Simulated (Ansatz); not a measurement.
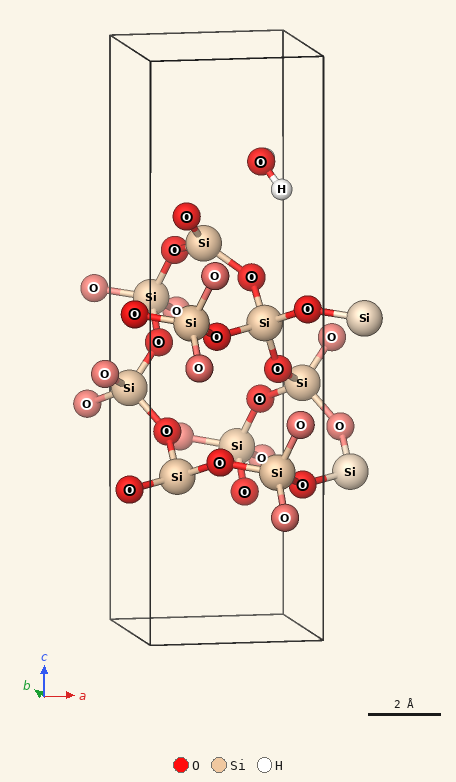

**Figure 1.** The input geometry (ball-and-stick view of the cell of the calculation, with the vacuum cut short, seen slightly off an axis; neighbours outside the cell are drawn fainter).

**Geometry relaxation of Si₆H₂O₁₃ (part 1 of 3)**

Si₆H₂O₁₃ (slab, 21 atoms in the cell), computed with DFT PBE+D3(BJ), scalar-relativistic, plane waves, PAW, no spin polarisation (Ansatz 0.2.0).

The structure derives from an entry of the Crystallography Open Database. The input holds or restrains some coordinates. It belongs to a series of runs on one base structure; here: 1 H2O a cell, tilted, over a bridge O-Si site.

Input:
```yaml
crystal:
  lattice:
    - [4.9152816296, 0.0, 0.0]
    - [0.0, 5.4220874143, 0.0]
    - [0.0, 0.0, 26.663651909]
  atoms:
    - { symbol: O, position: [0.7268435887, 0.779771652, 0.3000339198] }
    - { symbol: O, position: [0.931090104, 0.220228348, 0.321772081] }
    - { symbol: Si, position: [0.2330595199, 0.3333333333, 0.3307075852] }
    - { symbol: Si, position: [0.7330595199, 0.0, 0.3415255388] }
    - { symbol: O, position: [0.431090104, 0.1131049854, 0.350461043] }
    - { symbol: O, position: [0.2268435887, 0.5535616813, 0.3721992042] }
    - { symbol: O, position: [0.8420663073, 0.8868950146, 0.3942016519] }
    - { symbol: Si, position: [0.0338809602, 0.6666666667, 0.415939813] }
    - { symbol: O, position: [0.8420663073, 0.4464383187, 0.4376779742] }
    - { symbol: O, position: [0.2297436826, 0.7728703875, 0.4599889808] }
    - { symbol: O, position: [0.433986764, 0.2133528135, 0.4801092356] }
    - { symbol: Si, position: [0.7357008884, 0.3264992191, 0.4898620705] }
    - { symbol: Si, position: [0.236408118, -0.0036165836, 0.5011995474] }
    - { symbol: O, position: [0.9351925406, 0.1092187522, 0.50917358] }
    - { symbol: O, position: [0.7115868539, 0.545843048, 0.5320109982] }
    - { symbol: O, position: [0.3462162775, 0.8785310264, 0.553618796] }
    - { symbol: Si, position: [0.4484226511, 0.6031593992, 0.5676479444] }
    - { symbol: O, position: [0.3070007285, 0.4178739687, 0.6016898632] }
    - { symbol: O, position: [0.7785692764, 0.5930668771, 0.6522005736] }
    - { symbol: H, position: [0.8777116898, 0.510516684, 0.6245674496] }
    - { symbol: H, position: [0.8376768646, 0.7674289548, 0.6503703667] }
basis:
  ecutwfc: 420
kpoints:
  mp_grid: { grid: [3, 3, 1] }
hamiltonian:
  xc: pbe
  dispersion: d3bj
scf:
  occupations: { method: gaussian, width: 0.05 }
output:
  forces: true
  eigenvalues: true
  write_density: true
  write_potential: true
  elf: true
  volumetric_format: npy
relax:
  adjacent_minimum: "off"
  f_tol: 0.04
  max_steps: 100
  constraints: [{ sites: [0, 1, 2, 3, 4, 5, 6, 7, 8] }]
efield:
  axis: 3
  dipole_correction: true
  ramp_width: 0.04
```

Hardware: 2 threads of Arm Neoverse V2, 24 GiB of memory available, shared host.

Launch command:
```bash
ansatz run input.yaml --threads 2 --pin off --max-ram 5120MiB --backend cpu --events-out ev --progress --plain --runs-dir out
```

What the program printed:
```
Engine: ansatz 0.2.0, aarch64-unknown-linux-gnu
Pseudopotentials: kind: paw
Pseudopotential: O, paw, valence charge 6, recommended cutoff 420 eV (normal), O.paw.azcp
Pseudopotential: Si, paw, valence charge 4, recommended cutoff 420 eV (normal), Si.paw.azcp
Pseudopotential: H, paw, valence charge 1, recommended cutoff 420 eV (normal), H.paw.azcp
Functional definition: PBE
  parameter kappa = 0.804
  parameter beta = 0.06672455060314922
  exchange = pbe_x(kappa = kappa, mu = beta*pi^2/3)
  correlation = pbe_c(beta = beta)
Crystal: 21 atoms, lattice volume = 710.615 Å³
Basis set: ecut = 420 eV, 13879 PW (Γ), exchange–correlation on 72×80×360 points (8 copies of the dense FFT grid, shifted against one another)
Bands: 73, of which v1, the nominal top of the filled ones, is band 52 counted from 1 (51 counted from 0)
Symmetry: 1 space group operations
Space group: P1 (ITA 1), of the structure as read, at distance tolerance 8.9e-5 Å
k-points: 5 of 9 (time reversal used)
Non-local potential: O, projectors of the file, l = 0: 2, l = 1: 2, l = 2: 1
Non-local potential: Si, projectors of the file, l = 0: 2, l = 1: 2, l = 2: 2
Non-local potential: H, projectors of the file, l = 0: 2, l = 1: 1
PAW form: soft (Blöchl's): semilocal exchange-correlation on the pseudo side does not see the compensation charge
PAW one-centre angular grid: O, 110 points (default); XC on 64 Gauss nodes
PAW one-centre angular grid: Si, 110 points (default); XC on 64 Gauss nodes
PAW one-centre angular grid: H, 110 points (default); XC on 64 Gauss nodes
Initial density: superposition of atomic densities (neutral atoms: chi_scale 0, normalization atom), corrected by the library's trained network
Initial wavefunctions: pseudopotential atomic-orbital guess
Functional: x = pbe(κ = 0.804, μ = 0.2195149727645171), c = pbe(β = 0.06672455060314922)
SCF iter   1: F=—  HF=-11237.506049 eV  |F-HF|=—  |Δ(HF+E_count)|=         —  Δρ=4.52e-3  dr2=1.76e-1  ethr=1.77e-3  p=0.052 e·Å  D=1.33e-2 V/Å  ΔV_dip=-0.36 eV  dr2_dipole=4.63e-2  V_vac-E_F(+/−)=6.45/6.80 eV  ⟨swp⟩=7.6  Hψ=1875  notcnv=0  defer=68
efield: sawtooth ramp at fractional position 0.9561 (placed from the atoms, in the widest stretch of the axis that holds none; the zero of the levels goes with the place), width 0.0400; the density the first Hamiltonian is built on has a dipole p = 0.052 e·Å; the dipole correction subtracts the counter field D = 1.33e-2 V/Å, which shifts the + side's vacuum level by -0.36 eV against the − side's; the planar-averaged density in the ramp window peaks in size at 1.0e-6 e/Å³
preconditioner: auto → Resta (q_TF=auto, 1.981 Å⁻¹)  ε∞=1.9  [insulator: Δε(μ)=0.467 eV  Ē_g=15.343 eV  σ=0.050 eV  W_gap=1.00  n_scr=104 (ndim 8)  ℏωp=14.2 eV  f_vac=0.612  D(μ)=0.00/eV (n_scr^D=0)  ε∞_Penn≈1.9  vacuum switching on, ρ_ref=1.7e-2 e/Å³]
SCF iter   2: F=—  HF=-11237.448698 eV  |F-HF|=—  |Δ(HF+E_count)|=   5.74e-2  Δρ=2.73e-3  dr2=3.63e-2  ethr=1.70e-4  p=-0.127 e·Å  D=-3.23e-2 V/Å  ΔV_dip=0.86 eV  dr2_dipole=1.16e-3  V_vac-E_F(+/−)=7.56/6.70 eV  ⟨swp⟩=3.0  Hψ=623  notcnv=0  defer=84
SCF iter   3: F=—  HF=-11237.447921 eV  |F-HF|=—  |Δ(HF+E_count)|=   7.77e-4  Δρ=2.50e-3  dr2=6.47e-2  ethr=3.49e-5  p=-0.159 e·Å  D=-4.05e-2 V/Å  ΔV_dip=1.08 eV  dr2_dipole=1.10e-4  V_vac-E_F(+/−)=7.78/6.70 eV  ⟨swp⟩=2.6  Hψ=653  notcnv=0  defer=81
SCF iter   4: F=—  HF=-11237.456132 eV  |F-HF|=—  |Δ(HF+E_count)|=   8.21e-3  Δρ=5.06e-3  dr2=2.82e-1  ethr=3.49e-5  p=-0.168 e·Å  D=-4.27e-2 V/Å  ΔV_dip=1.14 eV  dr2_dipole=1.17e-3  V_vac-E_F(+/−)=7.74/6.61 eV  ⟨swp⟩=2.0  Hψ=508  notcnv=0  defer=81  recentre
SCF iter   5: F=—  HF=-11237.442432 eV  |F-HF|=—  |Δ(HF+E_count)|=   1.37e-2  Δρ=9.89e-4  dr2=1.03e-2  ethr=3.49e-5  p=-0.177 e·Å  D=-4.51e-2 V/Å  ΔV_dip=1.20 eV  dr2_dipole=9.46e-6  V_vac-E_F(+/−)=7.87/6.67 eV  ⟨swp⟩=2.6  Hψ=646  notcnv=0  defer=75
SCF iter   6: F=—  HF=-11237.441990 eV  |F-HF|=—  |Δ(HF+E_count)|=   4.42e-4  Δρ=2.31e-4  dr2=4.44e-4  ethr=9.95e-6  p=-0.181 e·Å  D=-4.61e-2 V/Å  ΔV_dip=1.23 eV  dr2_dipole=9.16e-7  V_vac-E_F(+/−)=7.88/6.65 eV  ⟨swp⟩=1.8  Hψ=311  notcnv=0  defer=75
SCF iter   7: F=-11237.442013 eV  HF=-11237.442013 eV  |F-HF|=4.53e-7  |Δ(HF+E_count)|=   2.25e-5  Δρ=5.04e-5  dr2=1.07e-5  ethr=3.85e-8  p=-0.181 e·Å  D=-4.62e-2 V/Å  ΔV_dip=1.23 eV  dr2_dipole=4.00e-8  V_vac-E_F(+/−)=7.88/6.65 eV  ⟨swp⟩=31.0  Hψ=5038  notcnv=0
SCF 1 converged in 7 iterations: F = -11237.442013 eV  dr2 = 1.07e-5
  greatest PAW one-centre occupation: 0.877 electrons in one spin orbital (limit 2), on the O atom at site 17 (counted from 0), in its partial waves of l = 0
relax step   1: F+E_penalty+E_count = -11237.44201298 eV  Δ(F+E_penalty+E_count) = +0.000e0 eV  max|allowed force component| = 1.338e0 eV/Å  Δτ_max = 0.0000 Å  (7 SCF iters, dr2 threshold 4.00e-5 eV, accepted)
Initial density: handed on by an earlier stage of this run
Initial wavefunctions: those handed on with the density
iter 1 solved again at ethr=3.77e-4 eV; its pass at ethr=3.10e-3 eV (dr2=3.92e-1 eV) is discarded
SCF iter   1: F=—  HF=-11237.986890 eV  |F-HF|=—  |Δ(HF+E_count)|=         —  Δρ=7.76e-3  dr2=4.01e-1  ethr=3.77e-4  p=-0.181 e·Å  D=-4.62e-2 V/Å  ΔV_dip=1.23 eV  dr2_dipole=2.12e-2  V_vac-E_F(+/−)=7.88/6.65 eV  ⟨swp⟩=1.4  Hψ=1312  notcnv=0  defer=73
efield: sawtooth ramp at fractional position 0.9561 (handed on by an earlier solve), width 0.0400; the density the first Hamiltonian is built on has a dipole p = -0.181 e·Å; the dipole correction subtracts the counter field D = -4.62e-2 V/Å, which shifts the + side's vacuum level by +1.23 eV against the − side's; the planar-averaged density in the ramp window peaks in size at 7.4e-7 e/Å³
preconditioner: auto → Resta (q_TF=auto, 1.981 Å⁻¹)  ε∞=1.9  [insulator: Δε(μ)=0.327 eV  Ē_g=15.342 eV  σ=0.050 eV  W_gap=1.00  n_scr=104 (ndim 8)  ℏωp=14.2 eV  f_vac=0.612  D(μ)=0.00/eV (n_scr^D=0)  ε∞_Penn≈1.9  vacuum switching on, ρ_ref=1.7e-2 e/Å³]
SCF iter   2: F=—  HF=-11237.880519 eV  |F-HF|=—  |Δ(HF+E_count)|=   1.06e-1  Δρ=4.25e-3  dr2=6.94e-2  ethr=3.77e-4  p=-0.041 e·Å  D=-1.04e-2 V/Å  ΔV_dip=0.28 eV  dr2_dipole=3.35e-4  V_vac-E_F(+/−)=6.93/6.65 eV  ⟨swp⟩=4.0  Hψ=854  notcnv=0  defer=74
SCF iter   3: F=—  HF=-11237.869868 eV  |F-HF|=—  |Δ(HF+E_count)|=   1.07e-2  Δρ=2.04e-3  dr2=1.80e-2  ethr=6.67e-5  p=-0.020 e·Å  D=-5.20e-3 V/Å  ΔV_dip=0.14 eV  dr2_dipole=9.59e-5  V_vac-E_F(+/−)=6.79/6.65 eV  ⟨swp⟩=2.8  Hψ=691  notcnv=0  defer=73
SCF iter   4: F=—  HF=-11237.867668 eV  |F-HF|=—  |Δ(HF+E_count)|=   2.20e-3  Δρ=6.78e-4  dr2=2.52e-3  ethr=1.73e-5  p=-0.008 e·Å  D=-2.11e-3 V/Å  ΔV_dip=0.06 eV  dr2_dipole=8.59e-6  V_vac-E_F(+/−)=6.71/6.66 eV  ⟨swp⟩=2.0  Hψ=540  notcnv=0  defer=73
SCF iter   5: F=—  HF=-11237.869329 eV  |F-HF|=—  |Δ(HF+E_count)|=   1.66e-3  Δρ=1.62e-3  dr2=2.89e-2  ethr=2.43e-6  p=-0.006 e·Å  D=-1.41e-3 V/Å  ΔV_dip=0.04 eV  dr2_dipole=1.02e-4  V_vac-E_F(+/−)=6.67/6.63 eV  ⟨swp⟩=2.0  Hψ=525  notcnv=0  defer=73  recentre
SCF iter   6: F=—  HF=-11237.867651 eV  |F-HF|=—  |Δ(HF+E_count)|=   1.68e-3  Δρ=2.69e-4  dr2=6.45e-4  ethr=2.43e-6  p=-0.007 e·Å  D=-1.85e-3 V/Å  ΔV_dip=0.05 eV  dr2_dipole=1.38e-7  V_vac-E_F(+/−)=6.70/6.65 eV  ⟨swp⟩=2.2  Hψ=632  notcnv=0  defer=70
SCF iter   7: F=-11237.867634 eV  HF=-11237.867634 eV  |F-HF|=4.70e-7  |Δ(HF+E_count)|=   1.69e-5  Δρ=5.78e-5  dr2=1.72e-5  ethr=9.62e-8  p=-0.008 e·Å  D=-2.11e-3 V/Å  ΔV_dip=0.06 eV  dr2_dipole=2.44e-7  V_vac-E_F(+/−)=6.71/6.65 eV  ⟨swp⟩=29.0  Hψ=4185  notcnv=0
SCF 2 converged in 7 iterations: F = -11237.867634 eV  dr2 = 1.72e-5
  greatest PAW one-centre occupation: 0.874 electrons in one spin orbital (limit 2), on the O atom at site 17 (counted from 0), in its partial waves of l = 0
relax step   2: F+E_penalty+E_count = -11237.86763382 eV  Δ(F+E_penalty+E_count) = -4.256e-1 eV  max|allowed force component| = 1.895e0 eV/Å  Δτ_max = 0.1926 Å  (7 SCF iters, dr2 threshold 1.00e-4 eV, accepted)
[... from here on the SCF iterations and repeated set-up lines of each step are left out, up to the last step ...]
SCF 3 converged in 7 iterations: F = -11238.138349 eV  dr2 = 2.42e-5
relax step   3: F+E_penalty+E_count = -11238.13834888 eV  Δ(F+E_penalty+E_count) = -2.707e-1 eV  max|allowed force component| = 2.219e0 eV/Å  Δτ_max = 0.1951 Å  (7 SCF iters, dr2 threshold 1.00e-4 eV, accepted)
SCF 4 converged in 6 iterations: F = -11238.431810 eV  dr2 = 2.78e-5
relax step   4: F+E_penalty+E_count = -11238.43180967 eV  Δ(F+E_penalty+E_count) = -2.935e-1 eV  max|allowed force component| = 1.138e0 eV/Å  Δτ_max = 0.1946 Å  (6 SCF iters, dr2 threshold 1.00e-4 eV, accepted)
SCF 5 converged in 7 iterations: F = -11238.723955 eV  dr2 = 8.90e-6
relax step   5: F+E_penalty+E_count = -11238.72395491 eV  Δ(F+E_penalty+E_count) = -2.921e-1 eV  max|allowed force component| = 1.041e0 eV/Å  Δτ_max = 0.1952 Å  (7 SCF iters, dr2 threshold 1.00e-4 eV, accepted)
SCF 6 converged in 7 iterations: F = -11238.954043 eV  dr2 = 2.61e-5
relax step   6: F+E_penalty+E_count = -11238.95404278 eV  Δ(F+E_penalty+E_count) = -2.301e-1 eV  max|allowed force component| = 9.433e-1 eV/Å  Δτ_max = 0.1950 Å  (7 SCF iters, dr2 threshold 1.00e-4 eV, accepted)
SCF 7 converged in 7 iterations: F = -11239.169991 eV  dr2 = 1.44e-5
relax step   7: F+E_penalty+E_count = -11239.16999131 eV  Δ(F+E_penalty+E_count) = -2.159e-1 eV  max|allowed force component| = 1.146e0 eV/Å  Δτ_max = 0.1995 Å  (7 SCF iters, dr2 threshold 1.00e-4 eV, accepted)
SCF 8 converged in 7 iterations: F = -11239.377064 eV  dr2 = 1.21e-5
relax step   8: F+E_penalty+E_count = -11239.37706368 eV  Δ(F+E_penalty+E_count) = -2.071e-1 eV  max|allowed force component| = 1.390e0 eV/Å  Δτ_max = 0.1949 Å  (7 SCF iters, dr2 threshold 1.00e-4 eV, accepted)
SCF 9 converged in 7 iterations: F = -11239.701579 eV  dr2 = 7.02e-6
relax step   9: F+E_penalty+E_count = -11239.70157929 eV  Δ(F+E_penalty+E_count) = -3.245e-1 eV  max|allowed force component| = 1.688e0 eV/Å  Δτ_max = 0.1948 Å  (7 SCF iters, dr2 threshold 1.00e-4 eV, accepted)
SCF 10 converged in 7 iterations: F = -11240.014062 eV  dr2 = 4.08e-6
relax step  10: F+E_penalty+E_count = -11240.01406247 eV  Δ(F+E_penalty+E_count) = -3.125e-1 eV  max|allowed force component| = 1.505e0 eV/Å  Δτ_max = 0.1922 Å  (7 SCF iters, dr2 threshold 1.00e-4 eV, accepted)
SCF 11 converged in 7 iterations: F = -11240.217069 eV  dr2 = 5.93e-6
relax step  11: F+E_penalty+E_count = -11240.21706899 eV  Δ(F+E_penalty+E_count) = -2.030e-1 eV  max|allowed force component| = 2.223e0 eV/Å  Δτ_max = 0.1944 Å  (7 SCF iters, dr2 threshold 1.00e-4 eV, accepted)
SCF 12 converged in 7 iterations: F = -11240.364966 eV  dr2 = 1.86e-6
relax step  12: F+E_penalty+E_count = -11240.36496578 eV  Δ(F+E_penalty+E_count) = -1.479e-1 eV  max|allowed force component| = 4.511e-1 eV/Å  Δτ_max = 0.2000 Å  (7 SCF iters, dr2 threshold 1.00e-4 eV, accepted)
SCF 13 converged in 8 iterations: F = -11240.418081 eV  dr2 = 1.02e-6
relax step  13: F+E_penalty+E_count = -11240.41808115 eV  Δ(F+E_penalty+E_count) = -5.312e-2 eV  max|allowed force component| = 1.874e-1 eV/Å  Δτ_max = 0.2000 Å  (8 SCF iters, dr2 threshold 1.27e-5 eV, accepted)
SCF 14 converged in 7 iterations: F = -11240.428853 eV  dr2 = 1.06e-6
relax step  14: F+E_penalty+E_count = -11240.42885291 eV  Δ(F+E_penalty+E_count) = -1.077e-2 eV  max|allowed force component| = 1.131e-1 eV/Å  Δτ_max = 0.0831 Å  (7 SCF iters, dr2 threshold 2.20e-6 eV, accepted)
SCF 15 converged in 8 iterations: F = -11240.432115 eV  dr2 = 2.01e-7
relax step  15: F+E_penalty+E_count = -11240.43211467 eV  Δ(F+E_penalty+E_count) = -3.262e-3 eV  max|allowed force component| = 9.512e-2 eV/Å  Δτ_max = 0.0754 Å  (8 SCF iters, dr2 threshold 2.21e-6 eV, accepted)
SCF 16 converged in 8 iterations: F = -11240.431332 eV  dr2 = 1.59e-7
relax step  16: F+E_penalty+E_count = -11240.43133172 eV  Δ(F+E_penalty+E_count) = +7.830e-4 eV  max|allowed force component| = 1.547e-1 eV/Å  Δτ_max = 0.0581 Å  (8 SCF iters, dr2 threshold 3.29e-6 eV, rejected (line search))
SCF iter   1: F=—  HF=-11240.438224 eV  |F-HF|=—  |Δ(HF+E_count)|=         —  Δρ=2.23e-3  dr2=1.69e-2  ethr=1.73e-4  p=0.275 e·Å  D=7.01e-2 V/Å  ΔV_dip=-1.87 eV  dr2_dipole=9.84e-5  V_vac-E_F(+/−)=4.78/6.65 eV  ⟨swp⟩=3.0  Hψ=785  notcnv=0  defer=67
efield: sawtooth ramp at fractional position 0.9561 (handed on by an earlier solve), width 0.0400; the density the first Hamiltonian is built on has a dipole p = 0.275 e·Å; the dipole correction subtracts the counter field D = 7.01e-2 V/Å, which shifts the + side's vacuum level by -1.87 eV against the − side's; the planar-averaged density in the ramp window peaks in size at 1.2e-7 e/Å³
preconditioner: auto → Resta (q_TF=auto, 1.981 Å⁻¹)  ε∞=1.8  [insulator: Δε(μ)=0.330 eV  Ē_g=15.414 eV  σ=0.050 eV  W_gap=1.00  n_scr=104 (ndim 8)  ℏωp=14.2 eV  f_vac=0.619  D(μ)=0.00/eV (n_scr^D=0)  ε∞_Penn≈1.8  vacuum switching on, ρ_ref=1.7e-2 e/Å³]
SCF iter   2: F=—  HF=-11240.434220 eV  |F-HF|=—  |Δ(HF+E_count)|=   4.00e-3  Δρ=1.08e-3  dr2=3.44e-3  ethr=1.62e-5  p=0.266 e·Å  D=6.78e-2 V/Å  ΔV_dip=-1.81 eV  dr2_dipole=1.16e-6  V_vac-E_F(+/−)=4.84/6.65 eV  ⟨swp⟩=2.0  Hψ=572  notcnv=0  defer=67
SCF iter   3: F=—  HF=-11240.434171 eV  |F-HF|=—  |Δ(HF+E_count)|=   4.91e-5  Δρ=4.47e-4  dr2=1.16e-3  ethr=3.31e-6  p=0.266 e·Å  D=6.76e-2 V/Å  ΔV_dip=-1.80 eV  dr2_dipole=2.45e-6  V_vac-E_F(+/−)=4.84/6.65 eV  ⟨swp⟩=2.0  Hψ=526  notcnv=0  defer=67
SCF iter   4: F=—  HF=-11240.434094 eV  |F-HF|=—  |Δ(HF+E_count)|=   7.75e-5  Δρ=4.59e-4  dr2=2.21e-3  ethr=1.12e-6  p=0.264 e·Å  D=6.73e-2 V/Å  ΔV_dip=-1.79 eV  dr2_dipole=5.59e-6  V_vac-E_F(+/−)=4.86/6.65 eV  ⟨swp⟩=2.0  Hψ=544  notcnv=0  defer=67
SCF iter   5: F=—  HF=-11240.433950 eV  |F-HF|=—  |Δ(HF+E_count)|=   1.44e-4  Δρ=9.25e-5  dr2=2.63e-5  ethr=1.12e-6  p=0.265 e·Å  D=6.74e-2 V/Å  ΔV_dip=-1.80 eV  dr2_dipole=1.97e-9  V_vac-E_F(+/−)=4.85/6.65 eV  ⟨swp⟩=2.0  Hψ=313  notcnv=0  defer=67
SCF iter   6: F=—  HF=-11240.433929 eV  |F-HF|=—  |Δ(HF+E_count)|=   2.05e-5  Δρ=2.99e-5  dr2=3.02e-6  ethr=2.53e-8  p=0.265 e·Å  D=6.74e-2 V/Å  ΔV_dip=-1.80 eV  dr2_dipole=2.23e-9  V_vac-E_F(+/−)=4.85/6.65 eV  ⟨swp⟩=2.0  Hψ=504  notcnv=0  defer=67
SCF iter   7: F=—  HF=-11240.433931 eV  |F-HF|=—  |Δ(HF+E_count)|=   1.40e-6  Δρ=6.35e-6  dr2=1.82e-7  ethr=2.91e-9  p=0.265 e·Å  D=6.74e-2 V/Å  ΔV_dip=-1.80 eV  dr2_dipole=7.06e-12  V_vac-E_F(+/−)=4.85/6.65 eV  ⟨swp⟩=2.0  Hψ=524  notcnv=0  defer=67
SCF iter   8: F=-11240.433931 eV  HF=-11240.433931 eV  |F-HF|=6.59e-9  |Δ(HF+E_count)|=   1.01e-7  Δρ=2.44e-6  dr2=2.93e-8  ethr=9.62e-11  p=0.265 e·Å  D=6.74e-2 V/Å  ΔV_dip=-1.80 eV  dr2_dipole=2.47e-11  V_vac-E_F(+/−)=4.85/6.65 eV  ⟨swp⟩=23.0  Hψ=3369  notcnv=0
SCF 17 converged in 8 iterations: F = -11240.433931 eV  dr2 = 2.93e-8
relax step  17: F+E_penalty+E_count = -11240.43393097 eV  Δ(F+E_penalty+E_count) = -1.816e-3 eV  max|allowed force component| = 1.932e-2 eV/Å  Δτ_max = 0.0259 Å  (8 SCF iters, accepted)
```
